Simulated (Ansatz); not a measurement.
## Run report: Ti3O5, single-point calculation

The run: single-point calculation of Ti3O5 (16 atoms in the cell). Method and program: DFT PBEsol, scalar-relativistic, plane waves, PAW, no spin polarisation (Ansatz 0.2.0).

The structure derives from an entry of the Crystallography Open Database. It belongs to a series of runs on one base structure; here: the database's cell and atoms. Figures and captions count atoms from 1; the log counts them from 0 in places.

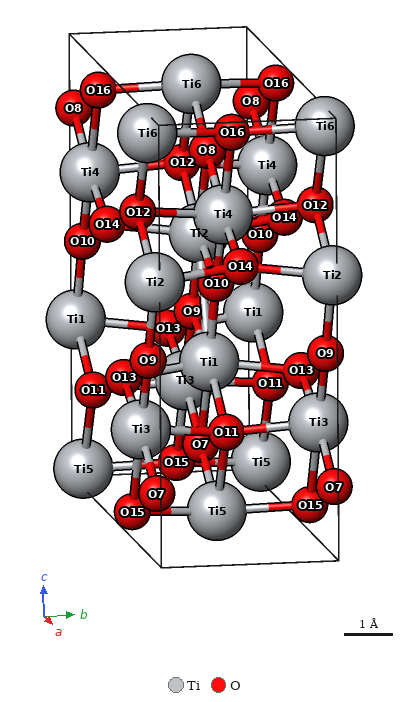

**Figure 1.** The structure (ball-and-stick view of the cell 2 times as large as that of the calculation, set on its symmetry axes, seen slightly off an axis; atoms are numbered from 1 in the order of the input). An atom can appear more than once, as a periodic image.

Key numbers:

```tsv
quantity	value
outcome	converged
space group (tolerance 0.01 Å)	C2/m (12)
electrons treated	132
free energy	−20474.9236 eV
Fermi energy	11.602 eV
gap on the k-point mesh	none (metallic)
pressure	−4.46 GPa
largest force (length of the vector)	0.911 eV/Å
hardware	4 threads of Intel Xeon (Granite Rapids), 32 GiB of memory available, shared host
wall time	16 s (CPU time 64 s)
peak memory	1.5 GiB
```

Input file:
```yaml
crystal:
  lattice:
    - [4.876, -1.901, 0.0]
    - [4.876, 1.901, 0.0]
    - [-0.3163452429, 0.0, 9.4366990885]
  atoms:
    - { symbol: Ti, position: [0.0538, 0.0538, 0.3659] }
    - { symbol: Ti, position: [0.9462, 0.9462, 0.6341] }
    - { symbol: Ti, position: [0.7786, 0.7786, 0.2669] }
    - { symbol: Ti, position: [0.2214, 0.2214, 0.7331] }
    - { symbol: Ti, position: [0.128, 0.128, 0.044] }
    - { symbol: Ti, position: [0.872, 0.872, 0.956] }
    - { symbol: O, position: [0.953, 0.953, 0.158] }
    - { symbol: O, position: [0.047, 0.047, 0.842] }
    - { symbol: O, position: [0.866, 0.866, 0.441] }
    - { symbol: O, position: [0.134, 0.134, 0.559] }
    - { symbol: O, position: [0.241, 0.241, 0.245] }
    - { symbol: O, position: [0.759, 0.759, 0.755] }
    - { symbol: O, position: [0.588, 0.588, 0.345] }
    - { symbol: O, position: [0.412, 0.412, 0.655] }
    - { symbol: O, position: [0.676, 0.676, 0.06] }
    - { symbol: O, position: [0.324, 0.324, 0.94] }
basis:
  ecutwfc: 420
kpoints:
  mp_grid: { grid: [10, 10, 4] }
hamiltonian:
  xc: pbesol
scf:
  occupations: { method: gaussian, width: 0.1 }
output:
  forces: true
  stress: true
  eigenvalues: true
  populations: true
```

Launched with:
```bash
ansatz run input.yaml --threads 4 --pin off --max-ram 10240MiB --backend cpu --events-out ev --progress --plain --runs-dir out
```

Output:
```
Engine: ansatz 0.2.0, x86_64-unknown-linux-gnu
Pseudopotentials: kind: paw
Pseudopotential: Ti, paw, valence charge 12, recommended cutoff 420 eV (normal), Ti.paw.azcp
Pseudopotential: O, paw, valence charge 6, recommended cutoff 420 eV (normal), O.paw.azcp
Functional definition: PBEsol
  exchange = pbesol_x
  correlation = pbesol_c
Crystal: 16 atoms, lattice volume = 174.943 Å³
Basis set: ecut = 420 eV, 3431 PW (Γ), exchange–correlation on 72×72×128 points (8 copies of the dense FFT grid, shifted against one another)
Bands: 82, of which v1, the nominal top of the filled ones, is band 66 counted from 1 (65 counted from 0)
Symmetry: 4 space group operations
Space group: C2/m (ITA 12), of the structure as read, at distance tolerance 5.6e-5 Å
k-points: 117 of 400
Non-local potential: Ti, projectors of the file, l = 0: 3, l = 1: 2, l = 2: 3, l = 3: 1
Non-local potential: O, projectors of the file, l = 0: 2, l = 1: 2, l = 2: 1
PAW form: soft (Blöchl's): semilocal exchange-correlation on the pseudo side does not see the compensation charge
PAW frozen core: Ti, regenerated for the run's functional, and the local potential with it (the file was generated under x = pbe(κ = 0.804, μ = 0.2195149727645171), c = pbe(β = 0.06672455060314922))
PAW frozen core: O, regenerated for the run's functional, and the local potential with it (the file was generated under x = pbe(κ = 0.804, μ = 0.2195149727645171), c = pbe(β = 0.06672455060314922))
PAW one-centre angular grid: Ti, 590 points (default); XC on 64 Gauss nodes
PAW one-centre angular grid: O, 110 points (default); XC on 64 Gauss nodes
Initial density: superposition of atomic densities (neutral atoms: chi_scale 0, normalization atom), corrected by the library's trained network
Initial wavefunctions: pseudopotential atomic-orbital guess
Functional: x = pbesol(κ = 0.804, μ = 0.12345679012345678), c = pbesol(β = 0.046)
SCF iter   1: F=—  HF=-20475.067830 eV  |F-HF|=—  |Δ(HF+E_count)|=         —  Δρ=2.08e-2  dr2=8.30e-1  ethr=1.77e-3  ⟨swp⟩=4.3  Hψ=36242  notcnv=0
preconditioner: auto → LDOS  [metal: Δε(μ)=0.002 eV  Ē_g=9.738 eV  σ=0.100 eV  W_gap=0.01  n_scr=46 (ndim 8)  ℏωp=25.7 eV  f_vac=0.058  D(μ)=7.20/eV (n_scr^D=68)  β→1.0]
SCF iter   2: F=—  HF=-20475.064580 eV  |F-HF|=—  |Δ(HF+E_count)|=   3.25e-3  Δρ=2.18e-2  dr2=6.20e-1  ethr=6.28e-4  ⟨swp⟩=2.0  Hψ=17010  notcnv=0  defer=891
SCF iter   3: F=—  HF=-20474.925910 eV  |F-HF|=—  |Δ(HF+E_count)|=   1.39e-1  Δρ=2.98e-3  dr2=3.10e-2  ethr=4.70e-4  ⟨swp⟩=2.0  Hψ=14549  notcnv=0  defer=891
SCF iter   4: F=—  HF=-20474.924150 eV  |F-HF|=—  |Δ(HF+E_count)|=   1.76e-3  Δρ=1.48e-3  dr2=7.15e-3  ethr=2.35e-5  ⟨swp⟩=1.9  Hψ=11904  notcnv=0  defer=880
SCF iter   5: F=—  HF=-20474.923489 eV  |F-HF|=—  |Δ(HF+E_count)|=   6.61e-4  Δρ=3.45e-4  dr2=2.51e-4  ethr=5.42e-6  ⟨swp⟩=2.0  Hψ=12253  notcnv=0  defer=880
SCF iter   6: F=—  HF=-20474.923465 eV  |F-HF|=—  |Δ(HF+E_count)|=   2.44e-5  Δρ=1.09e-4  dr2=3.49e-5  ethr=1.90e-7  ⟨swp⟩=2.0  Hψ=12841  notcnv=0  defer=880
SCF iter   7: F=—  HF=-20474.923577 eV  |F-HF|=—  |Δ(HF+E_count)|=   1.12e-4  Δρ=3.45e-5  dr2=3.88e-6  ethr=2.64e-8  ⟨swp⟩=1.5  Hψ=8791  notcnv=0  defer=880
SCF iter   8: F=—  HF=-20474.923577 eV  |F-HF|=—  |Δ(HF+E_count)|=   4.69e-8  Δρ=1.32e-5  dr2=4.72e-7  ethr=2.94e-9  ⟨swp⟩=1.6  Hψ=9197  notcnv=0  defer=880
SCF iter   9: F=-20474.923577 eV  HF=-20474.923577 eV  |F-HF|=7.37e-8  |Δ(HF+E_count)|=   2.64e-8  Δρ=5.56e-6  dr2=8.21e-8  ethr=7.58e-11  ⟨swp⟩=9.8  Hψ=37525  notcnv=0
SCF 1 converged in 9 iterations: F = -20474.923577 eV  dr2 = 8.21e-8
  greatest PAW one-centre occupation: 0.999 electrons in one spin orbital (limit 2), on the Ti atom at site 3 (counted from 0), in its partial waves of l = 0
SCF converged after 9 iterations
Free energy (F): -20474.923577 eV
Harris-Foulkes:  -20474.923577 eV  (|F-HF|=7.37e-8)
Internal energy: -20474.879985 eV  (E = F + TS)
E sigma→0 (E₀):  -20474.901781 eV
Entropy (-TS):   -0.043592 eV (-2.724 meV/atom)
Fermi energy:    11.601789 eV
--- Per-component energies (eV) ---
  E_band       = -1138.074983
  E_kinetic    = 3385.525649
  E_local      = -9125.223236  (includes V_loc(G=0)·N_el)
  E_nonlocal   = 520.291769
  E_hartree    = 3558.893801
  E_xc         = -1313.949177
  E_vxc        = -1671.153051  (∫ρ·V_xc dr)
  E_paw        = -7649.610864  (= ΣΔE_a)
  E_vpaw       = -1365.328584  (= ΣTr[D̂ρ^β])
  E_aug_tail   = 0.025480  (compensation charges beyond the density's cutoff)
  E_ewald      = -9852.022592
  E_core_change = 1.189185  (= ΣΔE_core)
  E_smearing   = -0.043592  (= −TS)
  E_closure    = -0.000000  (closes the sum)
  Σ components = -20474.923577   (vs F -20474.923577, Δ=0.00e0)
--- Forces (eV/Å), atoms counted from 1 ---
  atom   1  Ti     0.15192362     0.00000000    -0.46223476
  atom   2  Ti    -0.15192362     0.00000000     0.46223476
  atom   3  Ti    -0.10820067     0.00000000    -0.66515403
  atom   4  Ti     0.10820067     0.00000000     0.66515403
  atom   5  Ti     0.14633313     0.00000000     0.16045908
  atom   6  Ti    -0.14633313     0.00000000    -0.16045908
  atom   7  O      0.42968586     0.00000000    -0.54547106
  atom   8  O     -0.42968586     0.00000000     0.54547106
  atom   9  O      0.62102383     0.00000000     0.66659769
  atom  10  O     -0.62102383     0.00000000    -0.66659769
  atom  11  O     -0.31029586     0.00000000    -0.00543586
  atom  12  O      0.31029586     0.00000000     0.00543586
  atom  13  O      0.01104660     0.00000000    -0.03193183
  atom  14  O     -0.01104660     0.00000000     0.03193183
  atom  15  O     -0.03189707     0.00000000    -0.25157704
  atom  16  O      0.03189707     0.00000000     0.25157704
  max |Σ_I F_I| component: 1.67e-16 eV/Å
--- Stress (GPa, compression-positive) ---
       -4.905947       0.000000       2.656546
        0.000000      -2.934478      -0.000000
        2.656546      -0.000000      -5.527482
  P = ⅓ Tr σ = -4.4560 GPa (-44.560 kbar)
--- Band table (eV; the first three rows and the last of 117) ---
  k-point 0: bands = ["-46.7327", "-46.7311", "-46.4834", "-46.4639", "-46.4247", "-46.3926", "-23.3290", "-23.3163", "-23.2139", "-23.2096", "-23.1258", "-23.1184", "-23.0551", "-23.0546", "-23.0349", "-22.9799", "-22.9743", "-22.9497", "-22.8133", "-22.7243", "-22.7212", "-22.6420", "-22.6386", "-22.4232", "-9.0449", "-8.5136", "-8.1932", "-8.0568", "-7.8647", "-7.8524", "-7.7749", "-7.6049", "-7.4081", "-7.3955", "4.2905", "4.3374", "4.5357", "4.6865", "4.7876", "4.8652", "5.0394", "5.1241", "5.2323", "5.3785", "5.4241", "5.6489", "5.7511", "5.8473", "6.0133", "6.2886", "6.3696", "6.3810", "6.6582", "7.0419", "7.0424", "7.0940", "7.1328", "7.4821", "7.5114", "7.7586", "7.7790", "7.8742", "8.1428", "8.2788", "10.7948", "11.2927", "11.7623", "11.8350", "11.9244", "12.2300", "12.3779", "12.4592", "12.5523", "12.7997", "12.8244", "13.0102", "13.0561", "13.1955", "13.2401", "13.3943", "13.4328", "13.6647"]
  k-point 1: bands = ["-46.7325", "-46.7313", "-46.4833", "-46.4642", "-46.4243", "-46.3928", "-23.3281", "-23.3191", "-23.2138", "-23.2097", "-23.1291", "-23.1149", "-23.0551", "-23.0546", "-23.0265", "-22.9840", "-22.9800", "-22.9497", "-22.7996", "-22.7356", "-22.7182", "-22.6479", "-22.6351", "-22.4231", "-9.0066", "-8.6010", "-8.1470", "-8.0474", "-7.8831", "-7.8693", "-7.7539", "-7.5857", "-7.4215", "-7.3928", "4.1388", "4.3642", "4.5781", "4.6843", "4.8135", "4.8982", "5.1235", "5.1382", "5.1454", "5.4255", "5.4601", "5.6749", "5.7185", "5.8726", "5.9798", "6.2109", "6.4045", "6.4306", "6.6566", "6.9858", "6.9950", "7.1359", "7.2366", "7.4548", "7.5271", "7.6333", "7.8630", "7.9028", "8.1229", "8.1714", "10.9353", "11.3582", "11.7046", "11.7518", "11.8155", "12.0982", "12.4661", "12.5457", "12.5610", "12.7348", "12.8194", "12.9569", "13.1168", "13.2557", "13.2752", "13.3545", "13.4332", "13.6599"]
  k-point 2: bands = ["-46.7320", "-46.7318", "-46.4832", "-46.4645", "-46.4240", "-46.3929", "-23.3256", "-23.3236", "-23.2137", "-23.2098", "-23.1314", "-23.1123", "-23.0551", "-23.0546", "-23.0101", "-23.0017", "-22.9800", "-22.9497", "-22.7785", "-22.7517", "-22.7189", "-22.6495", "-22.6349", "-22.4231", "-8.9518", "-8.6934", "-8.1059", "-8.0346", "-7.9224", "-7.8815", "-7.7170", "-7.5759", "-7.4323", "-7.3925", "4.0603", "4.3287", "4.6492", "4.6821", "4.7656", "4.9776", "5.0724", "5.1228", "5.2557", "5.4256", "5.5327", "5.6980", "5.7046", "5.7877", "6.0054", "6.1521", "6.4514", "6.4574", "6.6547", "6.9576", "7.0179", "7.0867", "7.3399", "7.3898", "7.5309", "7.6358", "7.8962", "7.9006", "8.0630", "8.0951", "11.2054", "11.3827", "11.4576", "11.6959", "11.8018", "12.0108", "12.5321", "12.5651", "12.6112", "12.6722", "12.8179", "12.9114", "13.1525", "13.2799", "13.3126", "13.3517", "13.4332", "13.6544"]
  k-point 116: bands = ["-46.7288", "-46.7282", "-46.4684", "-46.4668", "-46.4267", "-46.4101", "-23.2840", "-23.2574", "-23.2250", "-23.2188", "-23.1747", "-23.1089", "-23.1035", "-23.0033", "-22.9797", "-22.9695", "-22.9416", "-22.9403", "-22.8214", "-22.7963", "-22.7055", "-22.6911", "-22.6104", "-22.5054", "-8.6800", "-8.4494", "-8.1457", "-8.0519", "-8.0205", "-7.9604", "-7.7578", "-7.6925", "-7.5091", "-7.4710", "4.2407", "4.3160", "4.6347", "4.6549", "4.6842", "4.9335", "5.0140", "5.0646", "5.0922", "5.3145", "5.6570", "5.7961", "5.8349", "6.2101", "6.2261", "6.2782", "6.5709", "6.6086", "6.7228", "6.7406", "6.9395", "7.1496", "7.1844", "7.2789", "7.2831", "7.5147", "7.7627", "7.7929", "7.8391", "8.3040", "10.8986", "11.1013", "11.5391", "11.6531", "11.6771", "11.8200", "12.5037", "12.5278", "12.6821", "12.7875", "12.8690", "13.1422", "13.2678", "13.3117", "13.3718", "13.4653", "13.5345", "13.5572"]
--- Löwdin populations: 16 sites ---
  site symbol       q [e]
     0     Ti     10.8468
     1     Ti     10.8468
     2     Ti     10.8013
     3     Ti     10.8013
     4     Ti     10.8799
     5     Ti     10.8799
     6      O      6.6648
     7      O      6.6648
     8      O      6.5587
     9      O      6.5587
    10      O      6.6711
    11      O      6.6711
    12      O      6.6525
    13      O      6.6525
    14      O      6.6917
    15      O      6.6917
  spilling = 0.003533 (of n_electrons = 132.000000)
```

File populations.tsv:
```
# site	symbol	l	j	q
# orbitals = lowdin
# n_electrons = 132.000000
# spilling = 0.003533
0	Ti	0_3S	-	1.925392
0	Ti	0_4S	-	0.437307
0	Ti	1_3P	-	5.987081
0	Ti	2_3D	-	2.496989
1	Ti	0_3S	-	1.925392
1	Ti	0_4S	-	0.437307
1	Ti	1_3P	-	5.987081
1	Ti	2_3D	-	2.496989
2	Ti	0_3S	-	1.922620
2	Ti	0_4S	-	0.448253
2	Ti	1_3P	-	5.985829
2	Ti	2_3D	-	2.444615
3	Ti	0_3S	-	1.922620
3	Ti	0_4S	-	0.448253
3	Ti	1_3P	-	5.985829
3	Ti	2_3D	-	2.444615
4	Ti	0_3S	-	1.924780
4	Ti	0_4S	-	0.446038
4	Ti	1_3P	-	5.987688
4	Ti	2_3D	-	2.521391
5	Ti	0_3S	-	1.924780
5	Ti	0_4S	-	0.446038
5	Ti	1_3P	-	5.987688
5	Ti	2_3D	-	2.521391
6	O	0_2S	-	1.742812
6	O	1_2P	-	4.922008
7	O	0_2S	-	1.742812
7	O	1_2P	-	4.922008
8	O	0_2S	-	1.735626
8	O	1_2P	-	4.823074
9	O	0_2S	-	1.735626
9	O	1_2P	-	4.823074
10	O	0_2S	-	1.739367
10	O	1_2P	-	4.931783
11	O	0_2S	-	1.739367
11	O	1_2P	-	4.931783
12	O	0_2S	-	1.752068
12	O	1_2P	-	4.900405
13	O	0_2S	-	1.752068
13	O	1_2P	-	4.900405
14	O	0_2S	-	1.744072
14	O	1_2P	-	4.947634
15	O	0_2S	-	1.744072
15	O	1_2P	-	4.947634
```

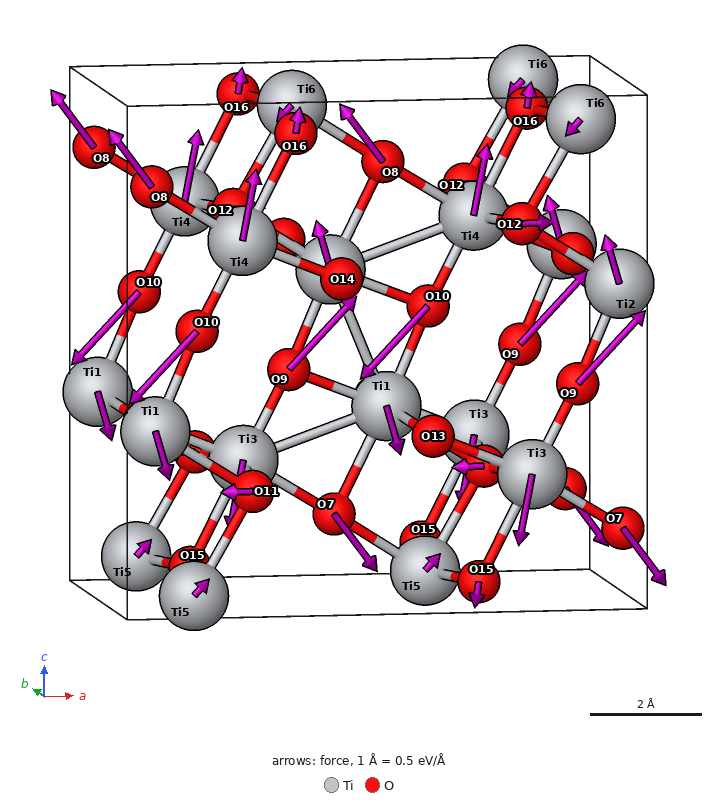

**Figure 2.** Forces on the atoms as pink arrows (ball-and-stick view of the cell 2 times as large as that of the calculation, set on its symmetry axes, seen slightly off an axis; atoms are numbered from 1 in the order of the input); the smallest are left out. The largest act on O9, O10 (0.91 eV/Å); O7, O8 (0.69 eV/Å); Ti3, Ti4 (0.67 eV/Å); Ti1, Ti2 (0.49 eV/Å), among others. The geometry is not a stationary point of this energy.
